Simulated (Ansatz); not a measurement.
Consider Si3Ge.

The calculation's input:

```
crystal:
  lattice:
    - [3.8325092536, 0.0, 0.0]
    - [0.0, 3.8325092536, 0.0]
    - [0.0, 0.0, 5.4191328699]
  atoms:
    - { symbol: Si, position: [0.5, 0.5, 0.0] }
    - { symbol: Si, position: [0.0, 0.5, 0.7558713849] }
    - { symbol: Si, position: [0.5, 0.0, 0.2441286151] }
    - { symbol: Ge, position: [0.0, 0.0, 0.5] }
basis:
  ecutwfc: 420
kpoints:
  mp_grid: { grid: [10, 10, 6] }
hamiltonian:
  xc: pbe
scf:
  occupations: { method: gaussian, width: 0.02 }
output:
  forces: true
  stress: true
  eigenvalues: true
  write_density: true
  write_potential: true
  elf: true
  volumetric_format: npy
relax:
  adjacent_minimum: "off"
  f_tol: 0.01
  max_steps: 30
  cell: { stress_tol: 0.1, fix: [volume] }
```

Run with:

```sh
ansatz run input.yaml --threads 1 --pin off --max-ram 2560MiB --backend cpu --events-out ev --progress --plain --runs-dir out
```

Below, planes, directions and counts refer to the conventional cell (a = 3.83 Å, b = 3.83 Å, c = 5.42 Å, α = 90.00°, β = 90.00°, γ = 90.00°).

The fields are those of the run's last geometry, not of the input's.

Space group P-4m2; a structure generated by program, which may or may not match a known phase; changed on purpose from its base cell (volume × 0.94, shape and atoms relaxed); computed pressure about 6 GPa in this cell.

Method: DFT PBE, scalar-relativistic, plane waves, PAW in Ansatz 0.2.0.

Q: Predict the valence pseudo-density and electron localisation function between the atoms.

A: Si–Ge (2.36 Å): ρ at the midpoint is about 0.57 e/Å³; the ELF peaks at about 0.95 between the atoms: localised, covalent bonding.

Q: Does the calculation give a band gap?

A: It is gapped, with a Kohn–Sham gap of 0.26 eV on the k-point mesh (the band edges may lie off the mesh, which would make the gap smaller).

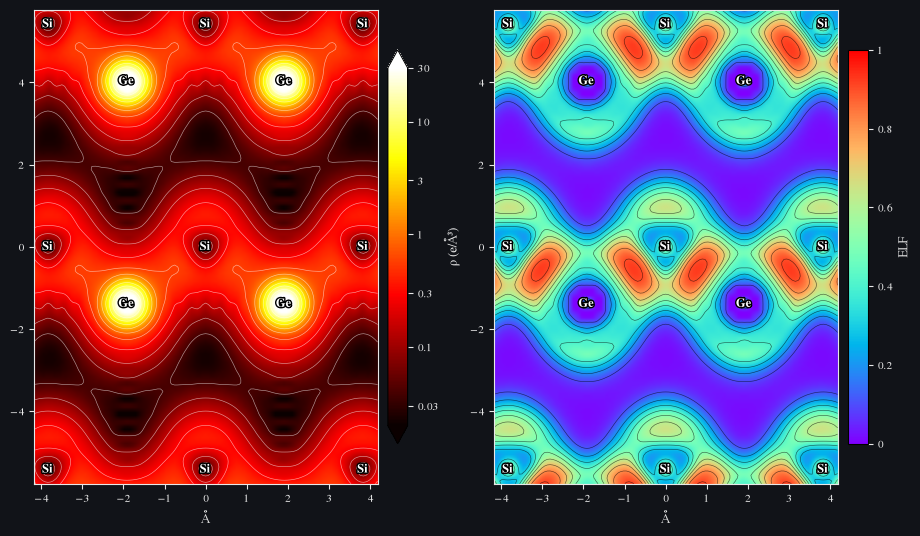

Computed valence pseudo-density and electron localisation function on the (100) plane of the conventional cell, in this order. 

Core electrons are frozen (PAW), and the valence fields are smoothed inside the atomic spheres.
